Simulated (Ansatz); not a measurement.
System: rocksalt AgCl, space group Fm-3m, 2 atoms in the primitive cell, relaxed with r2SCAN; unstrained, cubic a = 5.546 Å. The cell is strained biaxially in the xy plane; the length along z is relaxed again with r2SCAN. Points keep the names of the unstrained cell; those that the strain makes unlike carry their directions on the cubic axes x, y, z. Level of theory: PBE, Ansatz PAW set, no spin polarisation, no spin-orbit coupling, 8×8×8 k mesh, 420 eV cutoff, Fermi-Dirac smearing of 0.02 eV; code Ansatz 0.2.0.

At 0 % the lowest conduction levels at the points plotted lie 0.91 eV (Γ), 2.38 eV (X [100]/[010]) and 2.38 eV (X [001]) above the valence top at L.

Q: How does each level move from −5 % to +4.01 %?

A: Γ goes from 0.59 through a maximum of 0.91 eV near 0 % to 0.75 eV, X [100]/[010] goes from 1.91 through a maximum of 2.38 eV near 0 % to 2.26 eV and X [001] goes from 2.07 through a maximum of 2.38 eV near 0 % to 2.22 eV. Unstrained, the X points are equivalent. At −5 % the lowest conduction level is 1.91 eV at X [100]/[010] and 2.07 eV at X [001] above the valence top, a splitting of 0.17 eV, or 33 meV for each 1 % of strain on average. The lowest is the one at Γ, over the whole range, so among these points the gap stays indirect.

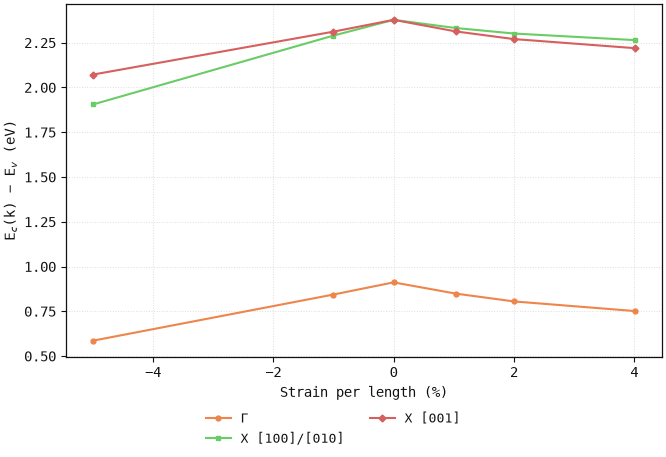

Lowest conduction level at each named k point, counted from the valence-band top at L.

```csv
strain,Γ (eV),X [100]/[010] (eV),X [001] (eV)
−5 %,0.59,1.91,2.07
−1 %,0.84,2.29,2.31
0 %,0.91,2.38,2.38
+1.03 %,0.85,2.33,2.31
+2 %,0.81,2.30,2.27
+4.01 %,0.75,2.26,2.22
```

The strain splits the twofold valence top at L, and levels count from its highest part. LDA, GGA and most meta-GGA functionals understate gaps.
